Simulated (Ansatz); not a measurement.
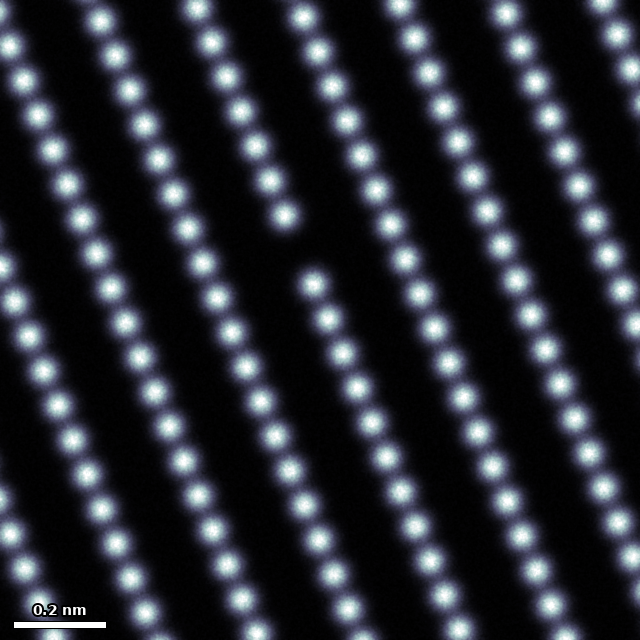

Z-contrast image of Ni (P6_3/mmc, No. 194) along [310]. Simulation: incoherent imaging, intensity Z^1.8 per atom, probe width 0.50 Å, thin sample. Shot noise was added.

The sample is 1 repeat (6.6 Å) thick. One point defect was put into the perfect crystal, without relaxing the atoms around it. Brightness is counted from the darkest point of the image. Host structure: the end point of a relaxation with Ansatz 0.2.0, DFT, RPBE, plane waves (420 eV) with PAW, scalar-relativistic; the starting structure was generated, so it need not be a known form of this composition.

Where is the defect (in Å from the left and the top edge), and what does its contrast suggest?

Answer. At about 7 Å from the left and 5 Å from the top. The column has all but vanished there, which points to a vacancy or a much lighter atom. The column holds 1 atom (Ni) through the sample, and one Ni atom is missing, so its peak vanishes.
